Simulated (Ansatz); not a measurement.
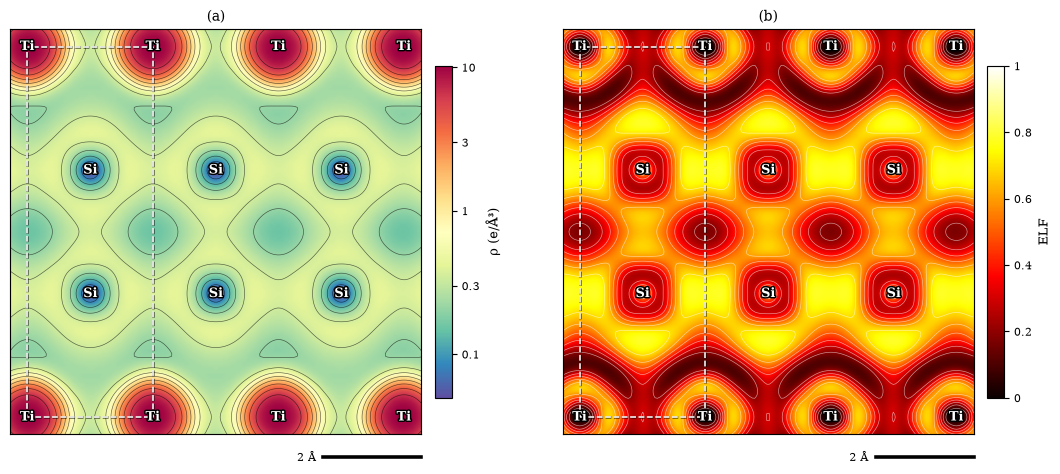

Figure. TiSi$_{2}$. (a) valence charge density (pseudo); (b) electron localisation function on the (110) plane of the conventional cell.

Space group P6/mmm; a structure generated by program, which may or may not match a known phase; computed without spin polarisation.

All numbers below come from Ansatz, DFT PBE, scalar-relativistic, plane waves, PAW.

The density is the valence pseudo-density of a PAW calculation; it isn't the true density close to the nuclei.

```yaml
crystal:
  lattice:
    - [4.37296, 0.00000, 0.00000]
    - [-2.18648, 3.78710, 0.00000]
    - [0.00000, 0.00000, 2.56644]
  atoms:
    - { symbol: Ti, position: [0.00000, 0.00000, 0.00000] }
    - { symbol: Si, position: [0.33333, 0.66667, 0.50000] }
    - { symbol: Si, position: [0.66667, 0.33333, 0.50000] }
```

> Describe what can be read from this map.

- Atoms in the plane: Ti and Si.
- Si–Si (2.52 Å): the density is about 0.37 e/Å³ at the midpoint; the ELF peaks at about 0.70 between the atoms.
- Ti–Ti (2.57 Å): the density is about 0.33 e/Å³ at the midpoint; the ELF is about 0.30 at the midpoint.
- Ti–Si (2.83 Å): ρ at the midpoint is about 0.24 e/Å³; the ELF peaks at about 0.75 in the valence shell of Si, 1.0 Å from its nucleus, and is about 0.40 at the midpoint.
- Si–Si (2.57 Å): ρ at the midpoint is about 0.38 e/Å³; the ELF peaks at about 0.80 between the atoms.
- Between the atoms the lowest density in this plane is 0.15 e/Å³.
- The features right at Ti lie inside the PAW spheres, where the map follows smoothed inner orbitals and isn't to be read closely.

> Does the calculation give a band gap?

It is gapless in this calculation (a metal or semimetal).
